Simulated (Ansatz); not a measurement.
## HfO₂: geometry relaxation (part 1 of 2)

The run: geometry relaxation of HfO₂ (P4₂/nmc, 6 atoms in the cell). Method and program: DFT PBE, scalar-relativistic, plane waves, PAW, no spin polarisation (Ansatz 0.2.0).

The structure derives from a Materials Project entry. Figures and captions count atoms from 1; the log counts them from 0 in places.

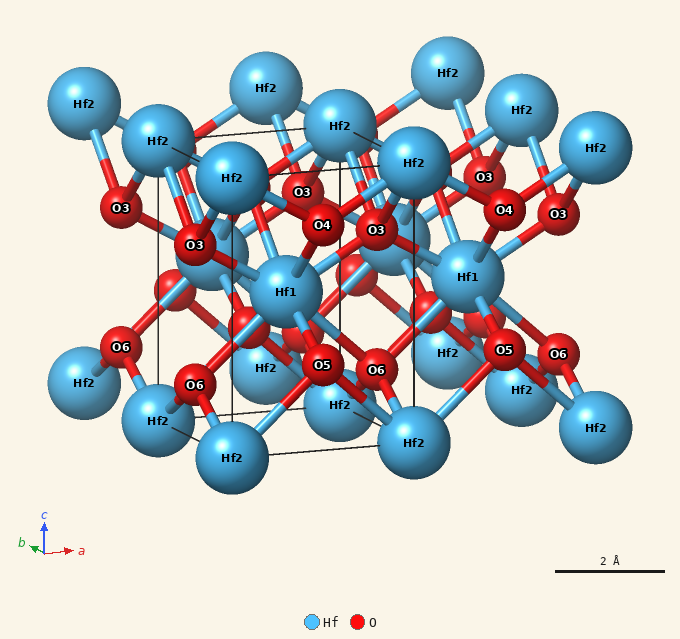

Fig. 1: The input geometry (ball-and-stick view of the cell of the calculation, repeated 2 × 2 × 1, seen slightly off an axis; atoms are numbered from 1 in the order of the input). An atom can appear more than once, as a periodic image.

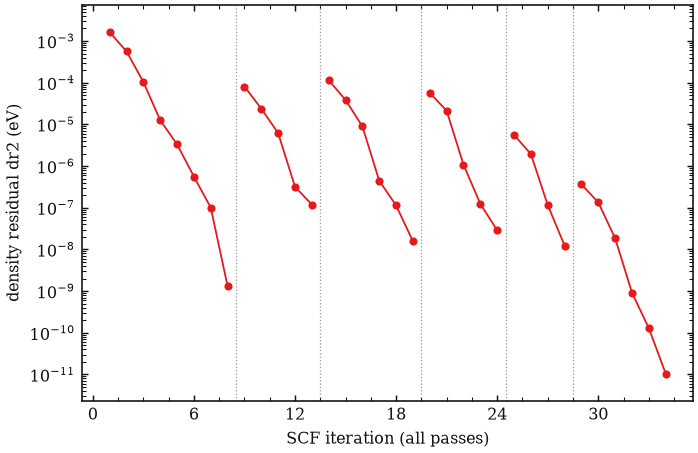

Fig. 2: Convergence of the self-consistent field: density residual dr2 against the SCF iteration. The dotted lines part the SCF passes of the relaxation: geometry steps, rejected trials and re-solves on a re-selected basis. The 6 passes take 4 to 8 iterations each, 34 in all.

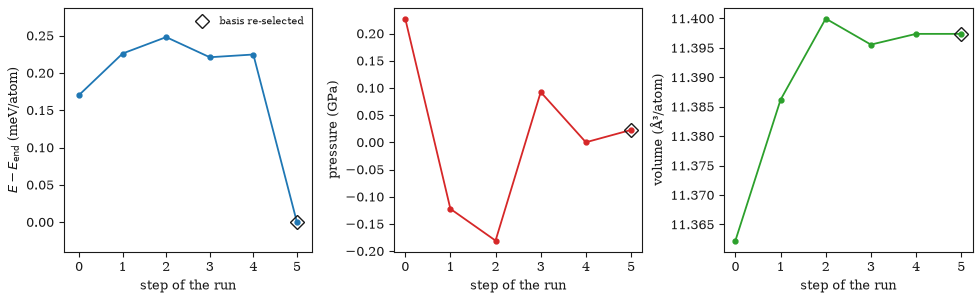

Fig. 3: Progress of the relaxation, step by step (the first geometry is step 0 here and step 1 in the log). The largest moves relative to the cell, 0.009 Å, are those of O3, O4, O5 and O6. Hf stays in place. The volume changes by +0.3 %, with a = b 3.603 → 3.604 Å (0.0 %), c 5.251 → 5.264 Å (+0.3 %). Among the contacts that change: Hf1–O4 2.410 → 2.420 Å. The space group stays P4_2/nmc (No. 137). The energy rises by 0.1 meV per atom in 4 geometry steps. Largest force component: 0.026 eV/Å at the start, under 0.0001 eV/Å at the end. Pressure: 0.23 GPa at the start and 0.02 GPa at the end. A last SCF at the same geometry on a re-selected plane-wave basis shifts the energy by −0.2 meV per atom. (Atoms are counted from 1 in the order of the input.)

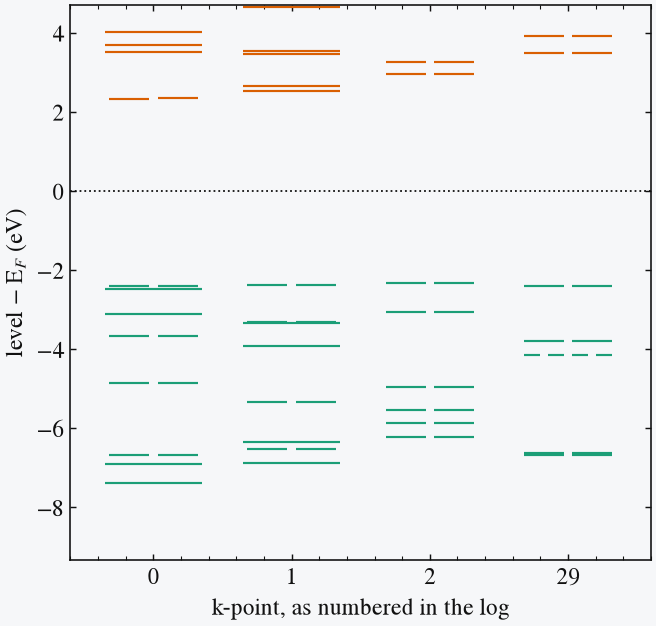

Fig. 4: Kohn–Sham levels near the Fermi level (dotted) at the few k-points that the log prints; levels within 0.02 eV of each other stand side by side. Among these points the highest filled and lowest empty levels are 4.67 eV apart, which is the gap on the mesh.

The input and output of the run follow.

The input:
```yaml
crystal:
  lattice:
    - [3.6033152107, 0.0, 0.0]
    - [0.0, 3.6033152107, 0.0]
    - [0.0, 0.0, 5.2506281634]
  atoms:
    - { symbol: Hf, position: [0.5, 0.5, 0.5] }
    - { symbol: Hf, position: [0.0, 0.0, 0.0] }
    - { symbol: O, position: [0.0, 0.5, 0.6950112626] }
    - { symbol: O, position: [0.5, 0.0, 0.8049887374] }
    - { symbol: O, position: [0.5, 0.0, 0.3049887374] }
    - { symbol: O, position: [0.0, 0.5, 0.1950112626] }
basis:
  ecutwfc: 420
kpoints:
  mp_grid: { grid: [6, 6, 4] }
hamiltonian:
  xc: pbe
scf:
  occupations: { method: gaussian, width: 0.02 }
output:
  forces: true
  stress: true
  eigenvalues: true
relax:
  adjacent_minimum: "off"
  f_tol: 0.005
  max_steps: 80
  cell: { stress_tol: 0.05 }
```

Command:
```bash
ansatz run input.yaml --threads 4 --pin off --max-ram 10240MiB --backend cpu --events-out ev --progress --plain --runs-dir out
```

What the program printed:
```
Engine: ansatz 0.2.0, x86_64-unknown-linux-gnu
Pseudopotentials: kind: paw
Pseudopotential: Hf, paw, valence charge 26, recommended cutoff 420 eV (normal), Hf.paw.azcp
Pseudopotential: O, paw, valence charge 6, recommended cutoff 420 eV (normal), O.paw.azcp
Functional definition: PBE
  parameter kappa = 0.804
  parameter beta = 0.06672455060314922
  exchange = pbe_x(kappa = kappa, mu = beta*pi^2/3)
  correlation = pbe_c(beta = beta)
Crystal: 6 atoms, lattice volume = 68.174 Å³
Basis set: ecut = 420 eV, 1321 PW (Γ), exchange–correlation on 50×50×72 points (8 copies of the dense FFT grid, shifted against one another)
Bands: 46, of which v1, the nominal top of the filled ones, is band 38 counted from 1 (37 counted from 0)
Symmetry: 16 space group operations
Space group: P42/nmc (ITA 137), of the structure as read, at distance tolerance 4.1e-5 Å
k-points: 30 of 144
Non-local potential: Hf, projectors of the file, l = 0: 3, l = 1: 2, l = 2: 2, l = 3: 3
Non-local potential: O, projectors of the file, l = 0: 2, l = 1: 2, l = 2: 1
PAW form: soft (Blöchl's): semilocal exchange-correlation on the pseudo side does not see the compensation charge
PAW one-centre angular grid: Hf, 590 points (default); XC on 64 Gauss nodes
PAW one-centre angular grid: O, 110 points (default); XC on 64 Gauss nodes
Initial density: superposition of atomic densities (neutral atoms: chi_scale 0, normalization atom), corrected by the library's trained network
Initial wavefunctions: pseudopotential atomic-orbital guess
Functional: x = pbe(κ = 0.804, μ = 0.2195149727645171), c = pbe(β = 0.06672455060314922)
SCF iter   1: F=—  HF=-33723.037503 eV  |F-HF|=—  |Δ(HF+E_count)|=         —  Δρ=3.07e-3  dr2=1.63e-3  ethr=1.77e-3  ⟨swp⟩=6.1  Hψ=4403  notcnv=0
preconditioner: auto → Resta (q_TF=auto, 2.778 Å⁻¹)  ε∞=5.4  [insulator: Δε(μ)=4.639 eV  Ē_g=18.168 eV  σ=0.020 eV  W_gap=1.00  n_scr=28 (ndim 8)  ℏωp=38.2 eV  f_vac=0.063  D(μ)=0.00/eV (n_scr^D=0)  ε∞_Penn≈5.4]
SCF iter   2: F=—  HF=-33723.038518 eV  |F-HF|=—  |Δ(HF+E_count)|=   1.01e-3  Δρ=1.64e-3  dr2=5.65e-4  ethr=2.14e-6  ⟨swp⟩=2.4  Hψ=2833  notcnv=0  defer=43
SCF iter   3: F=—  HF=-33723.038967 eV  |F-HF|=—  |Δ(HF+E_count)|=   4.49e-4  Δρ=4.42e-4  dr2=1.04e-4  ethr=7.43e-7  ⟨swp⟩=2.0  Hψ=2234  notcnv=0  defer=43
SCF iter   4: F=—  HF=-33723.038932 eV  |F-HF|=—  |Δ(HF+E_count)|=   3.42e-5  Δρ=1.44e-4  dr2=1.26e-5  ethr=1.37e-7  ⟨swp⟩=2.0  Hψ=2189  notcnv=0  defer=43
SCF iter   5: F=—  HF=-33723.038806 eV  |F-HF|=—  |Δ(HF+E_count)|=   1.26e-4  Δρ=6.52e-5  dr2=3.33e-6  ethr=1.66e-8  ⟨swp⟩=2.0  Hψ=2021  notcnv=0  defer=43
SCF iter   6: F=—  HF=-33723.038809 eV  |F-HF|=—  |Δ(HF+E_count)|=   2.63e-6  Δρ=2.62e-5  dr2=5.59e-7  ethr=4.38e-9  ⟨swp⟩=2.5  Hψ=2283  notcnv=0  defer=43
SCF iter   7: F=—  HF=-33723.038809 eV  |F-HF|=—  |Δ(HF+E_count)|=   3.62e-7  Δρ=1.47e-5  dr2=1.01e-7  ethr=7.36e-10  ⟨swp⟩=2.0  Hψ=2153  notcnv=0  defer=43
SCF iter   8: F=-33723.038809 eV  HF=-33723.038809 eV  |F-HF|=4.22e-10  |Δ(HF+E_count)|=   1.21e-7  Δρ=1.67e-6  dr2=1.31e-9  ethr=1.32e-10  ⟨swp⟩=7.5  Hψ=5593  notcnv=0
SCF 1 converged in 8 iterations: F = -33723.038809 eV  dr2 = 1.31e-9
  greatest PAW one-centre occupation: 0.999 electrons in one spin orbital (limit 2), on the Hf atom at site 1 (counted from 0), in its partial waves of l = 0
relax step   1: F+E_penalty+E_count = -33723.03880912 eV  Δ(F+E_penalty+E_count) = +0.000e0 eV  max|allowed force component| = 2.601e-2 eV/Å  Δτ_max = 0.0000 Å  P = +0.227 GPa  Ω = 68.174 Å³  (8 SCF iters, dr2 threshold 1.00e-7 eV, accepted)
Crystal: 6 atoms, lattice volume = 68.317 Å³
Initial density: handed on by an earlier stage of this run
Initial wavefunctions: those handed on with the density
iter 1 solved again at ethr=1.23e-7 eV; its pass at ethr=3.10e-3 eV (dr2=9.33e-5 eV) is discarded
SCF iter   1: F=—  HF=-33723.038621 eV  |F-HF|=—  |Δ(HF+E_count)|=         —  Δρ=4.44e-4  dr2=8.10e-5  ethr=1.23e-7  ⟨swp⟩=2.6  Hψ=5974  notcnv=0
preconditioner: auto → Resta (q_TF=auto, 2.777 Å⁻¹)  ε∞=5.4  [insulator: Δε(μ)=4.651 eV  Ē_g=18.163 eV  σ=0.020 eV  W_gap=1.00  n_scr=28 (ndim 8)  ℏωp=38.1 eV  f_vac=0.065  D(μ)=0.00/eV (n_scr^D=0)  ε∞_Penn≈5.4]
SCF iter   2: F=—  HF=-33723.038476 eV  |F-HF|=—  |Δ(HF+E_count)|=   1.45e-4  Δρ=2.27e-4  dr2=2.39e-5  ethr=1.07e-7  ⟨swp⟩=2.0  Hψ=1723  notcnv=0
SCF iter   3: F=—  HF=-33723.038475 eV  |F-HF|=—  |Δ(HF+E_count)|=   5.83e-7  Δρ=9.56e-5  dr2=6.16e-6  ethr=3.14e-8  ⟨swp⟩=1.6  Hψ=1421  notcnv=0
SCF iter   4: F=—  HF=-33723.038475 eV  |F-HF|=—  |Δ(HF+E_count)|=   3.85e-7  Δρ=2.20e-5  dr2=3.19e-7  ethr=8.10e-9  ⟨swp⟩=2.0  Hψ=2271  notcnv=0
SCF iter   5: F=-33723.038475 eV  HF=-33723.038475 eV  |F-HF|=1.30e-7  |Δ(HF+E_count)|=   2.64e-7  Δρ=1.37e-5  dr2=1.19e-7  ethr=3.99e-10  ⟨swp⟩=5.1  Hψ=5496  notcnv=0
SCF 2 converged in 5 iterations: F = -33723.038475 eV  dr2 = 1.19e-7
relax step   2: F+E_penalty+E_count = -33723.03847510 eV  Δ(F+E_penalty+E_count) = +3.340e-4 eV  max|allowed force component| = 2.757e-2 eV/Å  Δτ_max = 0.0027 Å  P = -0.122 GPa  Ω = 68.317 Å³  energy of the carried Pulay correction = -6.921e-4 eV  (5 SCF iters, dr2 threshold 3.03e-7 eV, accepted)
Crystal: 6 atoms, lattice volume = 68.400 Å³
iter 1 solved again at ethr=1.56e-7 eV; its pass at ethr=3.10e-3 eV (dr2=1.19e-4 eV) is discarded
SCF iter   1: F=—  HF=-33723.038465 eV  |F-HF|=—  |Δ(HF+E_count)|=         —  Δρ=5.59e-4  dr2=1.15e-4  ethr=1.56e-7  ⟨swp⟩=2.0  Hψ=5841  notcnv=0
preconditioner: auto → Resta (q_TF=auto, 2.777 Å⁻¹)  ε∞=5.4  [insulator: Δε(μ)=4.662 eV  Ē_g=18.162 eV  σ=0.020 eV  W_gap=1.00  n_scr=28 (ndim 8)  ℏωp=38.1 eV  f_vac=0.065  D(μ)=0.00/eV (n_scr^D=0)  ε∞_Penn≈5.4]
SCF iter   2: F=—  HF=-33723.038464 eV  |F-HF|=—  |Δ(HF+E_count)|=   3.96e-7  Δρ=3.12e-4  dr2=3.85e-5  ethr=1.51e-7  ⟨swp⟩=1.8  Hψ=1433  notcnv=0
SCF iter   3: F=—  HF=-33723.038345 eV  |F-HF|=—  |Δ(HF+E_count)|=   1.19e-4  Δρ=1.19e-4  dr2=8.97e-6  ethr=5.06e-8  ⟨swp⟩=3.0  Hψ=2772  notcnv=0
SCF iter   4: F=—  HF=-33723.038343 eV  |F-HF|=—  |Δ(HF+E_count)|=   2.15e-6  Δρ=2.68e-5  dr2=4.43e-7  ethr=1.18e-8  ⟨swp⟩=2.0  Hψ=2231  notcnv=0
SCF iter   5: F=—  HF=-33723.038343 eV  |F-HF|=—  |Δ(HF+E_count)|=   9.94e-8  Δρ=1.39e-5  dr2=1.14e-7  ethr=5.83e-10  ⟨swp⟩=2.2  Hψ=2298  notcnv=0
SCF iter   6: F=-33723.038343 eV  HF=-33723.038343 eV  |F-HF|=1.72e-8  |Δ(HF+E_count)|=   1.08e-7  Δρ=4.21e-6  dr2=1.56e-8  ethr=7.99e-11  ⟨swp⟩=4.1  Hψ=4861  notcnv=0
SCF 3 converged in 6 iterations: F = -33723.038343 eV  dr2 = 1.56e-8
relax step   3: F+E_penalty+E_count = -33723.03834305 eV  Δ(F+E_penalty+E_count) = +1.320e-4 eV  max|allowed force component| = 1.035e-2 eV/Å  Δτ_max = 0.0045 Å  P = -0.181 GPa  Ω = 68.400 Å³  energy of the carried Pulay correction = -1.090e-3 eV  (6 SCF iters, dr2 threshold 6.07e-8 eV, accepted)
Crystal: 6 atoms, lattice volume = 68.373 Å³
iter 1 solved again at ethr=7.55e-8 eV; its pass at ethr=3.10e-3 eV (dr2=5.74e-5 eV) is discarded
SCF iter   1: F=—  HF=-33723.038628 eV  |F-HF|=—  |Δ(HF+E_count)|=         —  Δρ=3.73e-4  dr2=5.69e-5  ethr=7.55e-8  ⟨swp⟩=2.9  Hψ=5933  notcnv=0
preconditioner: auto → Resta (q_TF=auto, 2.777 Å⁻¹)  ε∞=5.4  [insulator: Δε(μ)=4.673 eV  Ē_g=18.167 eV  σ=0.020 eV  W_gap=1.00  n_scr=28 (ndim 8)  ℏωp=38.1 eV  f_vac=0.064  D(μ)=0.00/eV (n_scr^D=0)  ε∞_Penn≈5.4]
SCF iter   2: F=—  HF=-33723.038508 eV  |F-HF|=—  |Δ(HF+E_count)|=   1.21e-4  Δρ=2.19e-4  dr2=2.12e-5  ethr=7.49e-8  ⟨swp⟩=1.0  Hψ=1380  notcnv=0
SCF iter   3: F=—  HF=-33723.038507 eV  |F-HF|=—  |Δ(HF+E_count)|=   7.33e-7  Δρ=4.19e-5  dr2=1.08e-6  ethr=2.78e-8  ⟨swp⟩=2.7  Hψ=2760  notcnv=0
SCF iter   4: F=—  HF=-33723.038505 eV  |F-HF|=—  |Δ(HF+E_count)|=   2.02e-6  Δρ=1.92e-5  dr2=1.24e-7  ethr=1.67e-10  ⟨swp⟩=3.4  Hψ=6403  notcnv=0
SCF iter   5: F=-33723.038505 eV  HF=-33723.038505 eV  |F-HF|=3.03e-8  |Δ(HF+E_count)|=   1.31e-7  Δρ=8.51e-6  dr2=2.87e-8  ethr=1.63e-10  ⟨swp⟩=4.4  Hψ=5055  notcnv=0
SCF 4 converged in 5 iterations: F = -33723.038505 eV  dr2 = 2.87e-8
relax step   4: F+E_penalty+E_count = -33723.03850511 eV  Δ(F+E_penalty+E_count) = -1.621e-4 eV  max|allowed force component| = 2.056e-3 eV/Å  Δτ_max = 0.0027 Å  P = +0.092 GPa  Ω = 68.373 Å³  energy of the carried Pulay correction = -9.629e-4 eV  (5 SCF iters, dr2 threshold 1.27e-7 eV, accepted)
Crystal: 6 atoms, lattice volume = 68.384 Å³
iter 1 solved again at ethr=7.39e-9 eV; its pass at ethr=3.10e-3 eV (dr2=5.61e-6 eV) is discarded
```
